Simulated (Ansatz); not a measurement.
CH₄O: molecular dynamics (part 3 of 3)

Continued. System: CH₄O (disordered cell, 36 atoms in the cell). Method: DFT r2SCAN-D3(BJ), scalar-relativistic, plane waves, PAW, no spin polarisation (Ansatz 0.2.0); cutoff 500 eV, 1×1×1 k-mesh, Fermi–Dirac smearing of 0.05 eV. It belongs to a series of runs on one base structure; here: dynamics from the last frame of the run before.

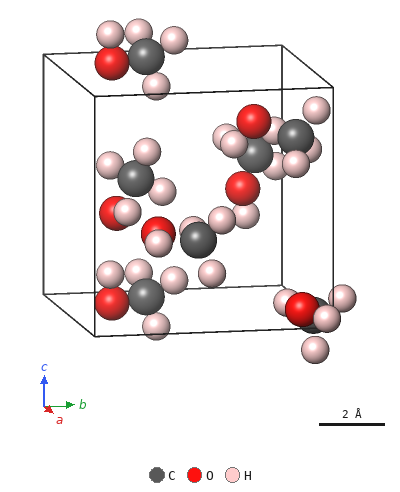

Fig. 1: The geometry at step 42 of the log (spheres-only view of the cell of the calculation, seen slightly off an axis).

### Trajectory as extended XYZ, continued
```
36
Lattice="7.6186 0.0000 0.0000 0.0000 7.6186 0.0000 0.0000 0.0000 7.6186" Properties=species:S:1:pos:R:3:forces:R:3 step=14 time_fs=10.5 energy=-5304.46824 temperature=248.5
C     4.6110    3.9804    2.2609    0.5764  -1.5634  -2.5668
O     4.7778    2.6016    2.6726    1.3896   0.1966   0.2682
H     3.5647    4.1454    2.2456   -1.0134   0.1949   0.1894
H     5.7353    2.3443    2.6921   -1.2916   0.6279  -0.0643
H     5.0899    4.7115    2.8465    0.7626   0.6420   1.1189
H     4.9578    4.1015    1.1847   -0.2594  -0.1033   1.1403
C     6.9745    7.2061    0.4864    0.9905  -1.5577  -1.9421
O     8.2241    6.4714    0.6774   -0.3799   0.1664   0.4097
H     6.1232    6.5887    0.7650    0.2226  -0.0901   0.4760
H     8.8872    6.9037    0.1136   -0.2581  -0.0522   0.2962
H     6.9960    8.1542    0.9669   -0.0363   0.7830   0.3226
H     6.9254    7.2660   -0.6158   -0.5148   0.7418   0.4847
C     1.4847    2.4902    3.9473    0.1790  -1.1561   0.0745
O     2.1890    1.8898    2.8440   -0.3598   0.0272   0.7715
H     0.5612    1.9084    4.1092    0.1092   0.4705  -0.0816
H     3.0997    1.8511    3.1433    0.5287  -0.0226  -0.4470
H     2.0520    2.4386    4.8919   -0.0395  -0.1238  -0.3199
H     1.3160    3.5151    3.7139   -0.5017   0.9571  -0.0790
C     3.7562    7.3362    5.3597   -0.1286  -0.1794   0.1885
O     3.2297    6.0687    5.7534    0.3737   0.8723   1.5520
H     3.7717    8.0442    6.2048    0.1350  -0.5933  -0.1157
H     2.9933    5.6263    4.9607   -0.4566  -0.6139  -1.1936
H     4.7443    7.1749    4.9383    0.3617   0.3594   0.0074
H     3.1200    7.7782    4.6064   -0.1590   0.1764  -0.4093
C     0.8978    3.1304    0.0452    2.6201   0.4528   0.2776
O     1.5902    1.8199    0.0621   -0.2158   1.4240  -0.1483
H     0.5776    3.3801   -0.9927    0.3740  -0.1742   0.8764
H     2.1658    1.8857    0.8479   -0.5046  -0.2637  -0.1398
H     0.0734    3.0979    0.7136   -1.0923  -0.1149   0.4635
H     1.6040    3.9564    0.5110   -1.2905  -1.4295  -1.3447
C     0.5843    6.5671    4.2150   -0.1851   1.2701   0.3456
O     1.5467    6.0723    3.3041   -0.2370  -0.2368   0.1426
H     1.1380    7.0098    5.0805   -0.5021  -0.4286  -0.6026
H     1.1809    6.1170    2.3980    0.0776   0.1484   0.0181
H    -0.0238    7.4198    3.7711    0.5116  -1.0346   0.3485
H    -0.0944    5.7879    4.6165    0.2138   0.2273  -0.3175
36
Lattice="7.6186 0.0000 0.0000 0.0000 7.6186 0.0000 0.0000 0.0000 7.6186" Properties=species:S:1:pos:R:3:forces:R:3 step=28 time_fs=21.0 energy=-5304.30693 temperature=213.6
C     4.5676    3.9660    2.3184    1.1134  -0.4446  -1.9277
O     4.8248    2.6144    2.6750    2.2842  -0.4880  -0.1113
H     3.5337    4.1781    2.3829   -1.1161  -0.0435  -0.0658
H     5.8252    2.5330    2.5477   -2.1207  -0.2338   0.4449
H     5.0805    4.6062    2.9854    0.6381   0.9591   0.6848
H     4.9529    4.1158    1.2631   -0.6446   0.2401   1.0194
C     6.9893    7.1576    0.3660   -0.1514  -0.2691  -0.1483
O     8.2063    6.4825    0.7058    0.3346   0.5440  -0.6452
H     6.2131    6.5302    0.7891   -0.3089  -0.1359  -0.3721
H     8.9510    7.0112    0.3649   -0.4222  -0.1818   0.0470
H     6.9051    8.1038    0.8503    0.1890   0.8757   0.6326
H     6.8160    7.3978   -0.7063    0.3565  -0.7521   0.4547
C     1.5113    2.5560    3.8850    0.4048  -1.2939   1.1408
O     2.2507    1.8733    2.8889   -0.7685  -0.1323  -0.8014
H     0.5903    1.9927    4.1409    0.4958  -0.1023  -0.0692
H     3.1844    1.7564    3.0954   -0.0013   0.4325   0.2818
H     2.1289    2.6289    4.7926   -0.3747   0.0680  -0.0345
H     1.1672    3.5256    3.6174    0.1696   1.0904  -0.7023
C     3.6920    7.3057    5.3283    0.5035   0.1257   1.9191
O     3.1872    6.0508    5.7990    0.1982  -0.4000  -1.5619
H     3.8790    7.8754    6.2619   -0.1990  -0.0217  -0.5964
H     2.9689    5.5403    4.9803    0.0573   0.5005   0.9486
H     4.6513    7.2725    4.8166    0.1632  -0.4691  -0.2516
H     2.9880    7.8319    4.7198   -0.5230   0.2969  -0.4194
C     0.9483    3.0731    0.0502    1.1502   2.9296  -2.0566
O     1.5848    1.8611   -0.0041    2.0809  -1.6708   1.2398
H     0.7369    3.2851   -1.0235   -0.1634   0.2749   0.5800
H     2.2056    1.7611    0.7645   -1.1174   0.2739  -0.6100
H    -0.0088    3.0366    0.5047   -0.9385   0.0743   1.0985
H     1.5800    4.0157    0.3684   -1.1085  -1.9362  -0.0968
C     0.5843    6.6162    4.2651   -0.6130   0.1683  -0.1640
O     1.5217    6.0557    3.3377   -0.0321   0.1739   0.9168
H     1.1261    7.0599    5.1351   -0.4927  -0.2959  -0.8204
H     1.1368    6.1507    2.4602   -0.0881   0.0512  -0.5137
H    -0.0703    7.3868    3.7511    0.7589  -0.6516   0.6396
H    -0.0851    5.8133    4.6490    0.2860   0.4440  -0.0802
36
Lattice="7.6186 0.0000 0.0000 0.0000 7.6186 0.0000 0.0000 0.0000 7.6186" Properties=species:S:1:pos:R:3:forces:R:3 step=42 time_fs=31.5 energy=-5304.45441 temperature=245.3
C     4.5460    3.9756    2.3697    0.8694  -0.1416  -1.1040
O     4.8859    2.6178    2.6815    0.1557  -0.0728  -0.4363
H     3.4984    4.0346    2.5003   -1.0632   0.1835   0.1144
H     5.8246    2.4269    2.5500   -0.2972   0.3241   0.0185
H     5.0232    4.6220    3.0618    0.4427   0.7986   0.7395
H     4.7753    4.3584    1.3358   -0.0140  -0.8940   0.7073
C     6.9927    7.1224    0.2958   -0.3280  -1.0667  -1.1059
O     8.1932    6.5077    0.7135    0.7070  -0.1589   0.1343
H     6.1768    6.4626    0.5801   -0.0836   0.0347   0.2646
H     8.8981    7.1416    0.5243    0.0075  -0.1188  -0.2585
H     6.9134    8.0602    0.7834   -0.4750   1.1107   0.1468
H     6.9205    7.1930   -0.8169    0.2093   0.3265   0.7771
C     1.5490    2.6178    3.8482    0.0636  -1.2215   0.6045
O     2.2840    1.8465    2.9056    0.8335  -0.1815   0.3063
H     0.6974    1.9830    4.1418   -0.0923   0.5954  -0.0636
H     3.2314    1.9892    3.1028   -0.2517  -0.3310  -0.5055
H     2.0878    2.8611    4.7838    0.1149  -0.3160  -0.4671
H     1.3009    3.5177    3.3557   -0.8757   1.2466  -0.1659
C     3.6388    7.2787    5.3463    0.4343  -0.0584   0.6297
O     3.1656    6.0398    5.8152   -0.8691  -1.6366  -0.7431
H     3.9460    7.8729    6.2359   -0.0257  -0.4421  -0.6518
H     2.8026    5.4873    5.0518    0.7517   1.4527   1.2624
H     4.4555    7.1088    4.6569    0.5609   0.2896  -0.1188
H     2.8856    7.8280    4.8215   -0.5133   0.4725  -0.3553
C     0.9367    3.0828   -0.0276    1.9866   1.3077   1.5211
O     1.6436    1.8385   -0.0539   -0.0695  -0.1240   0.9681
H     0.6770    3.4587   -1.0255    0.3597  -0.2484   0.3426
H     1.9136    1.7257    0.9006   -0.1254   0.0887  -1.0807
H     0.0581    3.0304    0.5839   -0.9764  -0.2875   0.1764
H     1.6020    3.8299    0.5832   -1.1076  -0.7454  -1.5737
C     0.5712    6.6336    4.2838   -0.8052   0.8846   0.5202
O     1.4866    6.0464    3.3924    0.4362  -0.2195   0.6148
H     1.1169    7.1354    5.1204   -0.4533  -0.5045  -0.6408
H     1.1874    6.2025    2.4970   -0.3112   0.0357  -0.6691
H    -0.0537    7.4311    3.7824    0.4879  -0.8203   0.3920
H    -0.1087    5.8701    4.7317    0.3161   0.4375  -0.3003
36
Lattice="7.6186 0.0000 0.0000 0.0000 7.6186 0.0000 0.0000 0.0000 7.6186" Properties=species:S:1:pos:R:3:forces:R:3 step=56 time_fs=42.0 energy=-5304.29916 temperature=211.0
C     4.5344    4.0007    2.4540    0.4729  -1.2932  -2.2300
O     4.9385    2.6233    2.6712   -2.7519   0.8760   0.9768
H     3.4848    4.0036    2.5984   -1.0050   0.1033   0.0846
H     5.8387    2.5070    2.5488    2.5778  -0.1450  -0.3676
H     4.9363    4.7407    3.1017    0.8825   0.3736   0.6291
H     4.7200    4.1916    1.3687   -0.0909   0.4571   0.8685
C     6.9627    7.0832    0.2325    0.9675  -0.6206  -1.3610
O     8.2140    6.5313    0.7282   -0.9044   0.4538   0.5157
H     6.1282    6.4442    0.4912    0.1377  -0.3710  -0.0415
H     8.8741    7.1671    0.4387    0.3064   0.0304  -0.1958
H     6.7198    8.0751    0.5429    0.1989   0.8149   0.8108
H     7.1138    7.1709   -0.8570   -0.6807  -0.2462   0.3329
C     1.5758    2.6782    3.7917    0.8000  -0.7706   0.8846
O     2.3253    1.8083    2.9269   -0.8094   0.1768  -0.3723
H     0.6560    2.1907    4.1549    0.5677  -0.5096  -0.0155
H     3.2690    2.0652    2.8490   -0.5562  -0.1237   0.3412
H     2.2183    2.9425    4.6518   -0.4909  -0.0823  -0.1151
H     1.1964    3.5804    3.3653    0.2578   0.8686  -0.8861
C     3.6013    7.2535    5.3423    1.5412   0.4213   1.3592
O     3.1376    6.0047    5.8511   -0.4544   0.0995  -1.3912
H     4.0961    7.8398    6.1552   -0.5363  -0.5632  -0.3548
H     2.6650    5.6786    5.0459    0.3490  -0.2087   1.0013
H     4.3653    7.1323    4.5791    0.1269  -0.2049  -0.3229
H     2.8211    7.8533    4.9385   -0.6380   0.5056  -0.3345
C     0.9351    3.1019   -0.0341    2.4506   0.3438  -0.3964
O     1.6914    1.8101   -0.0889   -1.0122   1.4993   0.4392
H     0.7360    3.4676   -1.0510    0.0925  -0.4755   0.2214
H     1.7738    1.6376    0.8660    0.4277  -0.0885  -0.0729
H     0.0061    2.9145    0.4579   -0.6391   0.2170   0.5599
H     1.5848    3.9402    0.4438   -1.2416  -1.4898  -0.4345
C     0.5276    6.6599    4.3060   -0.4285   0.5043   0.3076
O     1.4638    6.0310    3.4441   -0.1052  -0.0357   0.2579
H     1.0931    7.1557    5.1276   -0.6187  -0.2818  -0.5536
H     1.1717    6.1852    2.5345   -0.0137  -0.0144  -0.2622
H    -0.0792    7.4284    3.7620    0.4659  -0.5333   0.4237
H    -0.1704    5.9234    4.7651    0.3541   0.3126  -0.3064
36
Lattice="7.6186 0.0000 0.0000 0.0000 7.6186 0.0000 0.0000 0.0000 7.6186" Properties=species:S:1:pos:R:3:forces:R:3 step=70 time_fs=52.5 energy=-5304.35698 temperature=222.6
C     4.5208    3.9895    2.4954    1.3143   0.7333  -1.2993
O     4.9774    2.6574    2.6875   -1.2573  -0.1292  -0.1612
H     3.4868    4.0928    2.7014   -0.8596  -0.0949   0.3023
H     5.9018    2.7164    2.5255    1.1400  -0.4201  -0.1192
H     5.0983    4.6032    3.1513    0.0653   0.8398   0.6487
H     4.7115    4.3853    1.4620   -0.2542  -0.5916   0.5758
C     6.9703    7.0444    0.1423    0.1990  -1.0300   0.4256
O     8.2043    6.5893    0.7559   -0.0868   0.0376  -0.8977
H     6.2546    6.2851    0.4305   -0.4252   0.0743   0.1580
H     8.9170    7.0045    0.2615    0.2334  -0.0106  -0.0370
H     6.7388    7.9832    0.5948   -0.5218   0.7730  -0.0167
H     6.9173    7.0846   -0.9581    0.6249   0.1078   0.5067
C     1.6330    2.7291    3.7343    0.7167  -1.3226   1.2232
O     2.3091    1.7733    2.9331    0.3531  -0.0533  -0.4894
H     0.8126    2.1249    4.1386   -0.4699   0.7627  -0.1396
H     3.2222    2.0588    2.7925    0.0637  -0.2522   0.0951
H     2.2277    3.0289    4.6309   -0.1326  -0.1497  -0.5905
H     1.3946    3.6066    3.1738   -0.6926   0.5995  -0.1972
C     3.6071    7.2459    5.3470    0.2692  -0.8707   1.4144
O     3.1057    5.9883    5.8589    1.1159   1.0042   1.1468
H     4.1451    7.6808    6.2250   -0.1876  -0.1778  -0.9812
H     2.5428    5.5790    5.2336   -0.7400  -0.3755  -1.3281
H     4.2357    7.1036    4.4759    0.3969  -0.0429  -0.0447
H     2.8166    7.9041    5.0630   -0.5631   0.5373  -0.1383
C     0.9801    3.0392   -0.0573    0.2089   1.8450   0.1766
O     1.6881    1.8537   -0.0974    0.3627  -0.9390  -0.8055
H     0.8346    3.2362   -1.1178   -0.0945   0.7689   0.1360
H     1.9811    1.5558    0.7481    0.1259   0.0962   1.3763
H    -0.0133    2.9970    0.3782   -0.4474  -0.5117   0.3201
H     1.4719    3.9298    0.4871   -0.2279  -1.2575  -0.9873
C     0.4698    6.6844    4.3194   -0.3100   0.0317  -0.2262
O     1.4354    6.0153    3.4970   -0.2640   0.3446  -0.1011
H     0.9591    7.2080    5.1698   -0.1737  -0.4323  -0.6330
H     1.1753    6.1422    2.5603    0.0705   0.0895   0.4567
H    -0.1001    7.4346    3.7335    0.2648  -0.3586   0.2994
H    -0.2381    5.9334    4.7216    0.1831   0.3744  -0.0687
```

### Summary

| quantity | value |
| --- | --- |
| outcome | finished |
| mean temperature over the second half | 235 K |
| trajectory | 70 steps, 52.5 fs |
| ensemble | nve |
| temperature in the input | 300.0 K |
| time step | 0.75 fs |
| electrons treated | 84 |
| potential energy (free energy of the electrons) (last step) | −5304.3570 eV |
| Fermi energy (last step) | −0.359 eV |
| largest force (length of the vector) (last step) | 1.988 eV/Å |
| hardware | 1 thread of Intel Xeon (Sapphire Rapids), 16 GiB of memory available, shared host |
| wall time | 14 min |
| peak memory | 0.91 GiB |

Notes on the run: the dispersion correction has no parameters fitted for this combination and takes those fitted for r2SCAN with other terms. The input asks for low accuracy. The k-point mesh is coarse for a cell of this size, so the results may not be converged. So short a trajectory is not equilibrated.
